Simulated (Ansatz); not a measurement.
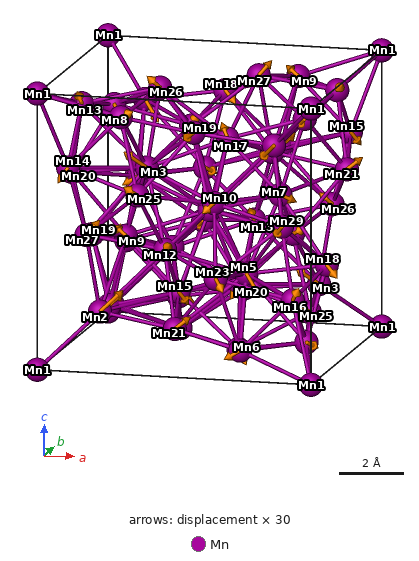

A relaxation of solid Mn (built on the alpha type) (coarse preliminary run). The starting structure is drawn; orange arrows show the displacements (the part carried along by the change of the cell is left out), magnified 30 times.

A ball-and-stick model of the conventional cell (2 times the calculation's cell), seen slightly off an axis. Lengths and directions refer to the drawn axes.

All numbers below come from Ansatz 0.2.0, DFT PBE, scalar-relativistic, plane waves, PAW. (plane-wave cutoff 420 eV; k-point mesh 4 × 4 × 4; occupations gaussian; smearing width 0.05 eV; collinear spin; cell and atoms relaxed; force threshold 0.03 eV/Å; at most 60 steps)

Q: Describe the change and its energy.

A: The largest moves relative to the cell, 0.035 Å, are those of Mn atoms. Cell: a = b = c 8.911 → 8.639 Å (−3.1 %). Volume −8.9 %. Some distances before and after: Mn–Mn 2.931 → 2.811 Å, Mn–Mn 2.895 → 2.787 Å, Mn–Mn 2.258 → 2.163 Å, Mn–Mn 2.349 → 2.257 Å. The space group stays I-43m (No. 217). The energy falls by 58.8 meV per atom in 4 accepted moves (5 points after the start). Largest force component: 0.37 eV/Å at the start, 0.025 eV/Å at the end. The pressure goes from −13.47 to −0.02 GPa. The SCF was repeated once at an unchanged geometry on a basis and grid sized afresh for the cell, which shifted the energy by 0.4 meV per atom at most. The program noted that the starting moments weren't kept.
